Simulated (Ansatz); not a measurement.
WC: geometry relaxation

WC (2 atoms in the cell), computed with DFT, PBE, plane waves, PAW, no spin polarisation (Ansatz 0.2.0).

The structure derives from an entry of the Crystallography Open Database. Figures and captions count atoms from 1; the log counts them from 0 in places.

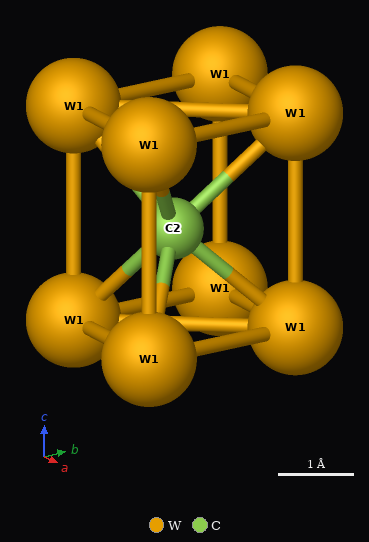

Fig. 1: The starting structure (ball-and-stick view of the cell of the calculation, seen slightly off an axis; atoms are numbered from 1 in the order of the input). Near neighbours in the crystal (not all of them lie inside the picture): W has 6 C at 2.28 Å and 8 W at 2.93 to 3.02 Å; C has 6 W at 2.28 Å.

### Summary

```csv
quantity,value
outcome,converged
space group (tolerance 0.01 Å),P-6m2 (187)
electrons treated,18
free energy,−10635.8550 eV
Fermi energy,18.161 eV
gap on the k-point mesh,none (metallic)
pressure,−29.66 GPa
final volume,23.17 Å³
largest force (length of the vector) at the end,under 0.001 eV/Å
final cell,"a = 3.028 Å, b = 3.028 Å, c = 2.918 Å, α = 90.00°, β = 90.00°, γ = 120.00°"
hardware,"1 thread of Intel Xeon @ 2.50GHz (Skylake/Cascade Lake), 192 GiB of memory available, shared host"
wall time,16 s
peak memory,0.36 GiB
```

Settings chosen away from the usual ones: volume x 1.10, shape and atoms relaxed. These settings are looser than, or depart from, a standard set-up, so the numbers are not reference values for this system. Results for this metal are sensitive to the k-point mesh. Spin–orbit coupling is left out, which matters for W.

### Input file
```yaml
crystal:
  lattice:
    - [3.0243534747, 0.0, 0.0]
    - [-1.5121767374, 2.6191669391, 0.0]
    - [0.0, 0.0, 2.925047047]
  atoms:
    - { symbol: W, position: [0.0, 0.0, 0.0] }
    - { symbol: C, position: [0.6666666667, 0.3333333333, 0.5] }
basis:
  ecutwfc: 420
kpoints:
  mp_grid: { grid: [9, 9, 6] }
hamiltonian:
  xc: pbe
scf:
  occupations: { method: fermi_dirac, width: 0.15 }
output:
  forces: true
  stress: true
  eigenvalues: true
  write_density: true
  write_potential: true
  elf: true
  volumetric_format: npy
relax:
  adjacent_minimum: "off"
  f_tol: 0.01
  max_steps: 30
  cell: { stress_tol: 0.1, fix: [volume] }
```

Launch command:
```bash
ansatz run input.yaml --threads 1 --pin off --max-ram 2560MiB --backend cpu --events-out ev --progress --plain --runs-dir out
```

### Output
```
Engine: ansatz 0.2.0, x86_64-unknown-linux-gnu
Pseudopotentials: kind: paw
Pseudopotential: W, paw, valence charge 14, recommended cutoff 420 eV (normal), W.paw.azcp
Pseudopotential: C, paw, valence charge 4, recommended cutoff 420 eV (normal), C.paw.azcp
Functional definition: PBE
  parameter kappa = 0.804
  parameter beta = 0.06672455060314922
  exchange = pbe_x(kappa = kappa, mu = beta*pi^2/3)
  correlation = pbe_c(beta = beta)
Crystal: 2 atoms, lattice volume = 23.170 Å³
Basis set: ecut = 420 eV, 417 PW (Γ), exchange–correlation on 48×48×40 points (8 copies of the dense FFT grid, shifted against one another)
Bands: 13, of which v1, the nominal top of the filled ones, is band 9 counted from 1 (8 counted from 0)
Symmetry: 12 space group operations
Space group: P-6m2 (ITA 187), of the structure as read, at distance tolerance 2.9e-5 Å
k-points: 48 of 486 (time reversal used)
Non-local potential: W, projectors of the file, l = 0: 3, l = 1: 2, l = 2: 2, l = 3: 1
Non-local potential: C, projectors of the file, l = 0: 2, l = 1: 2, l = 2: 1
PAW form: soft (Blöchl's): semilocal exchange-correlation on the pseudo side does not see the compensation charge
PAW one-centre angular grid: W, 590 points (default); XC on 64 Gauss nodes
PAW one-centre angular grid: C, 110 points (default); XC on 64 Gauss nodes
Initial density: superposition of atomic densities (neutral atoms: chi_scale 0, normalization atom), corrected by the library's trained network
Initial wavefunctions: pseudopotential atomic-orbital guess
Functional: x = pbe(κ = 0.804, μ = 0.2195149727645171), c = pbe(β = 0.06672455060314922)
SCF iter   1: F=—  HF=-10635.851516 eV  |F-HF|=—  |Δ(HF+E_count)|=         —  Δρ=6.94e-3  dr2=5.02e-3  ethr=1.77e-3  ⟨swp⟩=5.0  Hψ=3063  notcnv=0
preconditioner: auto → none  [metal: Δε(μ)=0.046 eV  Ē_g=9.082 eV  σ=0.150 eV  W_gap=0.08  n_scr=8 (ndim 8)  ℏωp=24.4 eV  f_vac=0.000  D(μ)=0.36/eV (n_scr^D=0)  sad-step TF]
SCF iter   2: F=—  HF=-10635.853885 eV  |F-HF|=—  |Δ(HF+E_count)|=   2.37e-3  Δρ=4.26e-3  dr2=2.32e-3  ethr=2.79e-5  ⟨swp⟩=2.0  Hψ=1137  notcnv=0
SCF iter   3: F=—  HF=-10635.854667 eV  |F-HF|=—  |Δ(HF+E_count)|=   7.82e-4  Δρ=4.37e-4  dr2=3.81e-5  ethr=1.29e-5  ⟨swp⟩=2.2  Hψ=836  notcnv=0
SCF iter   4: F=—  HF=-10635.854658 eV  |F-HF|=—  |Δ(HF+E_count)|=   8.80e-6  Δρ=1.04e-4  dr2=1.08e-6  ethr=2.12e-7  ⟨swp⟩=2.1  Hψ=974  notcnv=0
iter 5 did not close the SCF: its close was put off for the readings that it lacked (scf_convergence_deferred on its scf_iter line)
SCF iter   5: F=-10635.854659 eV  HF=-10635.854659 eV  |F-HF|=1.11e-9  |Δ(HF+E_count)|=   5.27e-7  Δρ=1.66e-5  dr2=3.10e-8  ethr=5.99e-9  ⟨swp⟩=2.5  Hψ=984  notcnv=0
SCF iter   6: F=-10635.854659 eV  HF=-10635.854659 eV  |F-HF|=7.28e-11  |Δ(HF+E_count)|=   6.88e-9  Δρ=2.35e-6  dr2=7.24e-10  ethr=1.72e-10  ⟨swp⟩=6.1  Hψ=3619  notcnv=0
SCF 1 converged in 6 iterations: F = -10635.854659 eV  dr2 = 7.24e-10
  greatest PAW one-centre occupation: 1.000 electrons in one spin orbital (limit 2), on the W atom at site 0 (counted from 0), in its partial waves of l = 0
relax step   1: F+E_penalty+E_count = -10635.85465892 eV  Δ(F+E_penalty+E_count) = +0.000e0 eV  max|allowed force component| = 2.544e-17 eV/Å  Δτ_max = 0.0000 Å  P = -29.784 GPa  Ω = 23.170 Å³  fix = [volume]  reactions: volume -29.784 GPa  (6 SCF iters, dr2 threshold 1.00e-7 eV, accepted)
Basis set: ecut = 420 eV, 429 PW (Γ), exchange–correlation on 48×48×40 points (8 copies of the dense FFT grid, shifted against one another)
Initial density: handed on by an earlier stage of this run
Initial wavefunctions: those handed on with the density
iter 1 solved again at ethr=2.71e-6 eV; its pass at ethr=3.10e-3 eV (dr2=4.87e-4 eV) is discarded
SCF iter   1: F=—  HF=-10635.852933 eV  |F-HF|=—  |Δ(HF+E_count)|=         —  Δρ=1.51e-3  dr2=6.10e-4  ethr=2.71e-6  ⟨swp⟩=2.1  Hψ=3824  notcnv=0
preconditioner: auto → none  [metal: Δε(μ)=0.231 eV  Ē_g=9.084 eV  σ=0.150 eV  W_gap=0.34  n_scr=8 (ndim 8)  ℏωp=24.4 eV  f_vac=0.000  D(μ)=0.37/eV (n_scr^D=0)]
SCF iter   2: F=—  HF=-10635.852721 eV  |F-HF|=—  |Δ(HF+E_count)|=   2.12e-4  Δρ=4.61e-4  dr2=4.24e-5  ethr=2.71e-6  ⟨swp⟩=2.4  Hψ=872  notcnv=0
SCF iter   3: F=—  HF=-10635.852701 eV  |F-HF|=—  |Δ(HF+E_count)|=   1.95e-5  Δρ=1.04e-4  dr2=1.03e-6  ethr=2.36e-7  ⟨swp⟩=2.2  Hψ=816  notcnv=0
iter 4 did not close the SCF: its close was put off for the readings that it lacked (scf_convergence_deferred on its scf_iter line)
SCF iter   4: F=-10635.852702 eV  HF=-10635.852702 eV  |F-HF|=3.73e-9  |Δ(HF+E_count)|=   2.82e-7  Δρ=1.60e-5  dr2=2.59e-8  ethr=5.73e-9  ⟨swp⟩=2.4  Hψ=904  notcnv=0
iter 5 did not close the SCF: its close was put off for the readings that it lacked (scf_convergence_deferred on its scf_iter line)
SCF iter   5: F=-10635.852702 eV  HF=-10635.852702 eV  |F-HF|=7.28e-11  |Δ(HF+E_count)|=   8.05e-9  Δρ=1.49e-6  dr2=2.48e-10  ethr=1.44e-10  ⟨swp⟩=2.5  Hψ=998  notcnv=0
SCF iter   6: F=-10635.852702 eV  HF=-10635.852702 eV  |F-HF|=9.09e-12  |Δ(HF+E_count)|=  1.56e-10  Δρ=3.65e-7  dr2=1.34e-11  ethr=1.38e-12  ⟨swp⟩=4.7  Hψ=3137  notcnv=0
SCF 2 converged in 6 iterations: F = -10635.852702 eV  dr2 = 1.34e-11
relax step   2: F+E_penalty+E_count = -10635.85270164 eV  Δ(F+E_penalty+E_count) = +1.957e-3 eV  max|allowed force component| = 9.252e-17 eV/Å  Δτ_max = 0.0000 Å  P = -29.307 GPa  Ω = 23.170 Å³  energy of the carried Pulay correction = -1.779e-5 eV  fix = [volume]  (6 SCF iters, dr2 threshold 2.00e-7 eV, rejected (line search))
iter 1 solved again at ethr=1.35e-6 eV; its pass at ethr=3.10e-3 eV (dr2=2.42e-4 eV) is discarded
SCF iter   1: F=—  HF=-10635.855109 eV  |F-HF|=—  |Δ(HF+E_count)|=         —  Δρ=1.10e-3  dr2=3.26e-4  ethr=1.35e-6  ⟨swp⟩=2.1  Hψ=3853  notcnv=0
preconditioner: auto → none  [metal: Δε(μ)=0.144 eV  Ē_g=9.074 eV  σ=0.150 eV  W_gap=0.23  n_scr=8 (ndim 8)  ℏωp=24.4 eV  f_vac=0.000  D(μ)=0.37/eV (n_scr^D=0)]
SCF iter   2: F=—  HF=-10635.854996 eV  |F-HF|=—  |Δ(HF+E_count)|=   1.13e-4  Δρ=3.36e-4  dr2=2.28e-5  ethr=1.35e-6  ⟨swp⟩=2.3  Hψ=903  notcnv=0
SCF iter   3: F=—  HF=-10635.854987 eV  |F-HF|=—  |Δ(HF+E_count)|=   9.76e-6  Δρ=7.62e-5  dr2=5.57e-7  ethr=1.26e-7  ⟨swp⟩=2.2  Hψ=819  notcnv=0
SCF iter   4: F=—  HF=-10635.854990 eV  |F-HF|=—  |Δ(HF+E_count)|=   3.67e-6  Δρ=1.16e-5  dr2=1.34e-8  ethr=3.10e-9  ⟨swp⟩=2.3  Hψ=882  notcnv=0
SCF iter   5: F=—  HF=-10635.854990 eV  |F-HF|=—  |Δ(HF+E_count)|=   4.48e-9  Δρ=1.01e-6  dr2=1.26e-10  ethr=7.42e-11  ⟨swp⟩=2.4  Hψ=968  notcnv=0
SCF iter   6: F=-10635.854990 eV  HF=-10635.854990 eV  |F-HF|=9.09e-12  |Δ(HF+E_count)|=  6.00e-11  Δρ=2.66e-7  dr2=7.11e-12  ethr=1.00e-12  ⟨swp⟩=6.5  Hψ=2793  notcnv=0
SCF 3 converged in 6 iterations: F = -10635.854990 eV  dr2 = 7.11e-12
relax step   3: F+E_penalty+E_count = -10635.85499024 eV  Δ(F+E_penalty+E_count) = -3.313e-4 eV  max|allowed force component| = 1.480e-16 eV/Å  Δτ_max = 0.0000 Å  P = -29.661 GPa  Ω = 23.170 Å³  energy of the carried Pulay correction = -4.922e-6 eV  fix = [volume]  reactions: volume -29.661 GPa  (6 SCF iters, accepted)
Initial wavefunctions: pseudopotential atomic-orbital guess (no wavefunctions were taken with the density)
iter 1 solved again at ethr=4.14e-8 eV; its pass at ethr=3.10e-3 eV (dr2=7.46e-6 eV) is discarded
SCF iter   1: F=—  HF=-10635.854988 eV  |F-HF|=—  |Δ(HF+E_count)|=         —  Δρ=9.84e-6  dr2=2.46e-9  ethr=4.14e-8  ⟨swp⟩=3.2  Hψ=4892  notcnv=0
preconditioner: auto → none  [metal: Δε(μ)=0.137 eV  Ē_g=9.074 eV  σ=0.150 eV  W_gap=0.22  n_scr=8 (ndim 8)  ℏωp=24.4 eV  f_vac=0.000  D(μ)=0.37/eV (n_scr^D=0)]
SCF iter   2: F=—  HF=-10635.854983 eV  |F-HF|=—  |Δ(HF+E_count)|=   4.69e-6  Δρ=5.02e-6  dr2=6.02e-10  ethr=1.37e-11  ⟨swp⟩=3.0  Hψ=1251  notcnv=0
iter 3 did not close the SCF: its close was put off for the readings that it lacked (scf_convergence_deferred on its scf_iter line)
SCF iter   3: F=-10635.854983 eV  HF=-10635.854983 eV  |F-HF|=7.28e-12  |Δ(HF+E_count)|=   2.77e-9  Δρ=4.81e-7  dr2=2.54e-11  ethr=3.35e-12  ⟨swp⟩=2.0  Hψ=852  notcnv=0
iter 4 did not close the SCF: its close was put off for the readings that it lacked (scf_convergence_deferred on its scf_iter line)
SCF iter   4: F=-10635.854983 eV  HF=-10635.854983 eV  |F-HF|=7.28e-12  |Δ(HF+E_count)|=  1.82e-11  Δρ=1.22e-7  dr2=2.22e-12  ethr=1.00e-12  ⟨swp⟩=1.0  Hψ=624  notcnv=0
iter 5 did not close the SCF: its close was put off for the readings that it lacked (scf_convergence_deferred on its scf_iter line)
SCF iter   5: F=-10635.854983 eV  HF=-10635.854983 eV  |F-HF|=3.64e-12  |Δ(HF+E_count)|=  5.46e-12  Δρ=1.92e-8  dr2=6.05e-14  ethr=1.00e-12  ⟨swp⟩=1.0  Hψ=624  notcnv=0
iter 6 did not close the SCF: its close was put off for the readings that it lacked (scf_convergence_deferred on its scf_iter line)
SCF iter   6: F=-10635.854983 eV  HF=-10635.854983 eV  |F-HF|=3.64e-12  |Δ(HF+E_count)|=    0.00e0  Δρ=2.18e-9  dr2=1.04e-15  ethr=1.00e-12  ⟨swp⟩=1.0  Hψ=624  notcnv=0
SCF iter   7: F=-10635.854983 eV  HF=-10635.854983 eV  |F-HF|=0.00e0  |Δ(HF+E_count)|=  1.82e-12  Δρ=6.39e-10  dr2=5.63e-17  ethr=1.00e-12  ⟨swp⟩=3.0  Hψ=1894  notcnv=0
SCF 4 converged in 7 iterations: F = -10635.854983 eV  dr2 = 5.63e-17
relax step   4: F+E_penalty+E_count = -10635.85498288 eV  Δ(F+E_penalty+E_count) = +7.354e-6 eV  max|allowed force component| = 1.388e-16 eV/Å  Δτ_max = 0.0000 Å  P = -29.661 GPa  Ω = 23.170 Å³  fix = [volume]  reactions: volume -29.661 GPa  stress off target by 1.87e-2 GPa on what of the cell is left free  SCF on the basis re-selected at this cell (its energy is not comparable with the rows above)  (7 SCF iters)
```

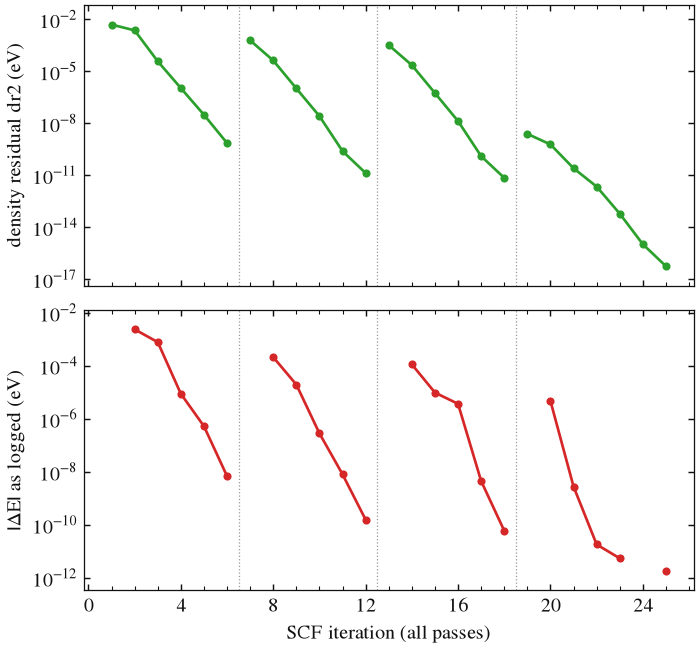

Fig. 2: Convergence of the self-consistent field: density residual dr2 and size of the energy change against the SCF iteration. The dotted lines part the SCF passes of the relaxation: geometry steps, rejected trials and re-solves on a re-selected basis. The passes take 6, 6, 6 and 7 iterations.

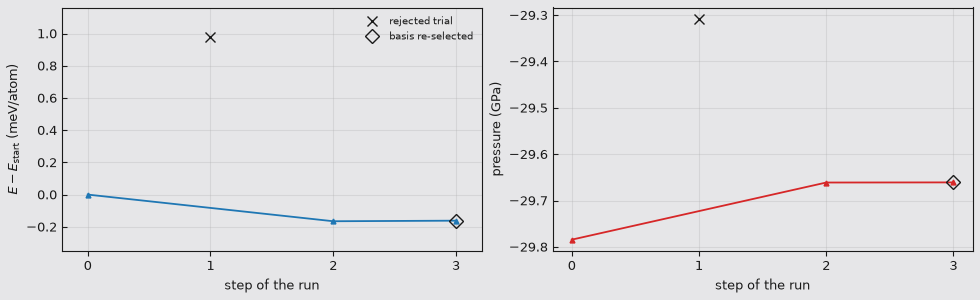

Fig. 3: Progress of the relaxation, step by step (the first geometry is step 0 here and step 1 in the log). The energy falls by 0.2 meV per atom in 2 geometry steps. All forces vanish by symmetry, so only the cell relaxes. The pressure goes from −29.78 to −29.66 GPa. The line search rejected the trial step at point 1 (counted from 0) and went back. The atoms keep their places relative to the cell (all moves are under 0.005 Å). Distances before and after: W1–W1 2.925 → 2.918 Å. The space group stays P-6m2 (No. 187). A last SCF at the same geometry on a re-selected plane-wave basis shifts the energy by +0.0 meV per atom. (Atoms are counted from 1 in the order of the input.)

```
basis re-selected at this cell: Δ(F+E_penalty+E_count) = +7.354e-6 eV, ΔP = +0.000 GPa vs the last step (what re-selecting the basis moved, of the pressure what is left beyond the Pulay correction that the steps carried, after the strain that the cell walked since its last selection, with what the two solves' SCF thresholds leave and, on support functions, any second-order correction that the steps lacked; it is no measure of the basis error at this ecutwfc). This SCF's stress stands 1.87e-2 GPa from its target on what of the cell is left free (relax.cell.stress_tol is 1.00e-1 GPa) and its largest allowed force component is 1.39e-16 eV/Å (relax.f_tol is 1.00e-2 eV/Å): within both
SCF converged after 7 iterations
Free energy (F): -10635.854983 eV
Harris-Foulkes:  -10635.854983 eV  (|F-HF|=0.00e0)
Internal energy: -10635.827065 eV  (E = F + TS)
E sigma→0 (E₀):  -10635.841024 eV
Entropy (-TS):   -0.027918 eV (-13.959 meV/atom)
Fermi energy:    18.161216 eV
--- Per-component energies (eV) ---
  E_band       = -100.688237
  E_kinetic    = 532.823508
  E_local      = -745.200372  (includes V_loc(G=0)·N_el)
  E_nonlocal   = 24.864696
  E_hartree    = 256.803484
  E_xc         = -313.583714
  E_vxc        = -296.527844  (∫ρ·V_xc dr)
  E_paw        = -8660.450828  (= ΣΔE_a)
  E_vpaw       = -130.255156  (= ΣTr[D̂ρ^β])
  E_aug_tail   = -0.000038  (compensation charges beyond the density's cutoff)
  E_ewald      = -1731.083801
  E_smearing   = -0.027918  (= −TS)
  E_closure    = 0.000000  (closes the sum)
  Σ components = -10635.854983   (vs F -10635.854983, Δ=0.00e0)
--- Forces (eV/Å), atoms counted from 1 ---
  atom   1  W     -0.00000000    -0.00000000     0.00000000
  atom   2  C      0.00000000    -0.00000000     0.00000000
  max |Σ_I F_I| component: 4.63e-16 eV/Å
--- Stress (GPa, compression-positive) ---
      -29.651534      -0.000000      -0.000000
       -0.000000     -29.651534      -0.000000
       -0.000000      -0.000000     -29.679645
  P = ⅓ Tr σ = -29.6609 GPa (-296.609 kbar)
--- Band table (eV; the first three rows and the last of 48) ---
  k-point 0: bands = ["-56.0640", "-20.0669", "-20.0191", "-20.0191", "4.4740", "14.3802", "15.1096", "15.1096", "18.2839", "20.8609", "20.8609", "23.1592", "23.1592"]
  k-point 1: bands = ["-56.0572", "-20.2053", "-20.0070", "-20.0070", "5.0499", "13.8392", "15.3779", "15.3779", "18.3818", "19.4822", "19.4822", "23.6705", "23.6705"]
  k-point 2: bands = ["-56.0436", "-20.4736", "-19.9827", "-19.9827", "6.5515", "11.8556", "15.9749", "15.9749", "18.0133", "18.0133", "20.0524", "22.9627", "22.9627"]
  k-point 47: bands = ["-56.0009", "-20.4865", "-20.3329", "-20.3031", "7.7475", "11.7477", "13.1167", "16.4860", "17.5511", "21.8606", "23.3092", "24.6099", "26.1404"]
--- Relaxed structure (3 steps of the walk, 2 accepted, 1 SCFs on fresh bases) ---
  F+E_penalty+E_count = -10635.85498288 eV   max|allowed force component| = 1.388e-16 eV/Å   (the final SCF, on the basis selected at the relaxed cell)
  cell:  # Å, volume = 23.1701 Å³
    - [3.0278346521438118, 2.890074748103121e-11, 6.13652309496871e-31]
    - [-1.5139173260969345, 2.6221817272009096, 5.572067361671595e-20]
    - [-4.651942657302141e-34, 6.222802731157521e-20, 2.9183249135977594]
  atoms:
    - { symbol: W, position: [-3.700743415524894e-17, -2.1159382827590888e-55, 8.916198923019859e-36] }
    - { symbol: C, position: [0.6666666666666665, 0.3333333333333333, 0.5] }
```

### Trajectory as extended XYZ (Å, eV, eV/Å), 4 frames, from step=1 to step=4
```
2
Lattice="3.0244 0.0000 0.0000 -1.5122 2.6192 0.0000 0.0000 0.0000 2.9250" Properties=species:S:1:pos:R:3:forces:R:3 step=1 energy=-10635.85466 pressure_GPa=-29.78
W     0.0000    0.0000    0.0000    0.0000   0.0000   0.0000
C     1.5122    0.8731    1.4625    0.0000   0.0000   0.0000
2
Lattice="3.0370 0.0000 0.0000 -1.5185 2.6301 0.0000 0.0000 0.0000 2.9007" Properties=species:S:1:pos:R:3:forces:R:3 step=2 energy=-10635.85270 pressure_GPa=-29.31 accepted=F
W     0.0000    0.0000    0.0000    0.0000   0.0000   0.0000
C     1.5185    0.8767    1.4504    0.0000   0.0000   0.0000
2
Lattice="3.0278 0.0000 0.0000 -1.5139 2.6222 0.0000 0.0000 0.0000 2.9183" Properties=species:S:1:pos:R:3:forces:R:3 step=3 energy=-10635.85499 pressure_GPa=-29.66
W     0.0000    0.0000    0.0000    0.0000   0.0000   0.0000
C     1.5139    0.8741    1.4592    0.0000   0.0000   0.0000
2
Lattice="3.0278 0.0000 0.0000 -1.5139 2.6222 0.0000 0.0000 0.0000 2.9183" Properties=species:S:1:pos:R:3:forces:R:3 step=4 energy=-10635.85498 pressure_GPa=-29.66
W     0.0000    0.0000    0.0000    0.0000   0.0000   0.0000
C     1.5139    0.8741    1.4592    0.0000   0.0000   0.0000
```
